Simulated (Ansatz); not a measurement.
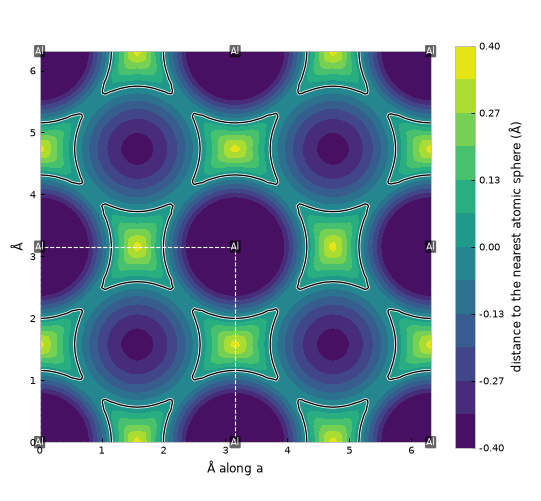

Map of the distance to the nearest atomic sphere in TiAl (Pm-3m), computed on the section y = 0.108 (parallel to a and c; the dashed line is one cell). The black line marks the spheres' surfaces; positive values are empty space; unlabelled circles belong to atoms above or below the section.

The atoms' radii are covalent radii (Cordero): Ti 1.60 Å, Al 1.21 Å.

Origin of the cell: coordinates from a relaxation with DFT PBEsol, scalar-relativistic, plane waves, PAW in Ansatz.

Space group Pm-3m (No. 221). a = 3.156 Å, b = 3.156 Å, c = 3.156 Å, α = 90.00°, β = 90.00°, γ = 90.00°
```json
{"atom": "Ti", "site": "1b", "symmetry": "m-3m", "x": "0.5000", "y": "0.5000", "z": "0.5000"}
{"atom": "Al", "site": "1a", "symmetry": "m-3m", "x": "0.0000", "y": "0.0000", "z": "0.0000"}
```

### Where is the largest hole in this section, and how large is it?

At 0.000, 0.108, 0.500 (fractional), where the distance reaches 0.40 Å; it is enclosed by 2 Al + 2 Ti (then 2 Ti). It is the largest hole of the crystal.

### How much of the crystal lies outside the spheres?

About 22 % of the cell's volume, and 23 % of this section's area.

### What can pass through?

The largest sphere that fits anywhere has a diameter of 0.81 Å; the largest that can travel through the crystal, about 0.4 Å.
